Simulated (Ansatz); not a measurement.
System: AlP₅.

```
Al P
1.0
     5.17160    0.00000    0.00000
    -2.58580    4.47874    0.00000
     0.00000    0.00000    7.99958
Al P
1 5
Direct
  0.00000 0.00000 0.50000
  0.62860 0.00000 0.00000
  0.00000 0.62860 0.00000
  0.37140 0.37140 0.00000
  0.00000 0.00000 0.15853
  0.00000 0.00000 0.84147
```

Space group P-62m; a structure generated by program, which may or may not match a known phase.

All numbers below come from Ansatz, DFT PBE, scalar-relativistic, plane waves, PAW.

What will maps of the valence pseudo-density and electron localisation function show?

Answer. Al–P (2.73 Å): ρ at the midpoint is about 0.29 e/Å³; the ELF peaks at about 0.95 in the valence shell of P, 0.7 Å from its nucleus, and drops to about 0.75 between the two atoms.

Does the calculation give a band gap?

Answer. It is metallic or semimetallic at this level of theory: no gap opens.

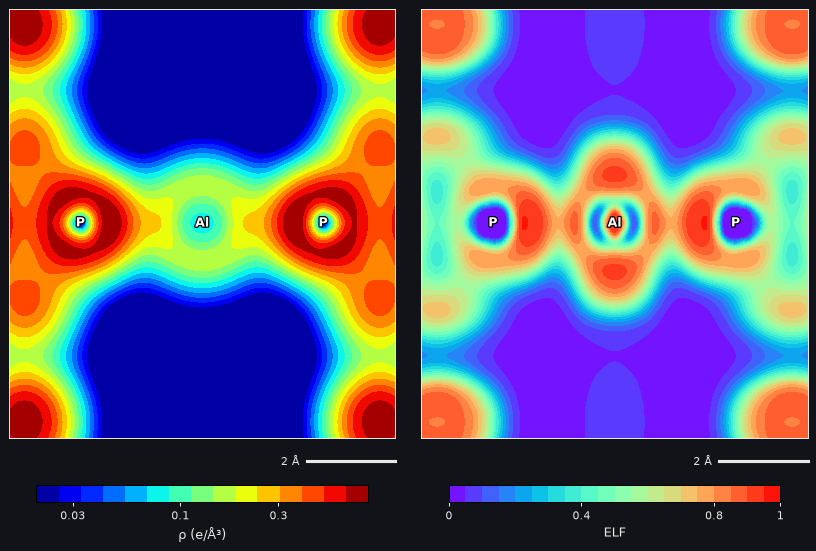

Computed valence pseudo-density and electron localisation function on the (110) plane of the conventional cell, in this order. Atoms just off the plane (P, 0.7 Å away) can leave unmarked features too.

The density is the valence pseudo-density of a PAW calculation; it isn't the true density close to the nuclei.
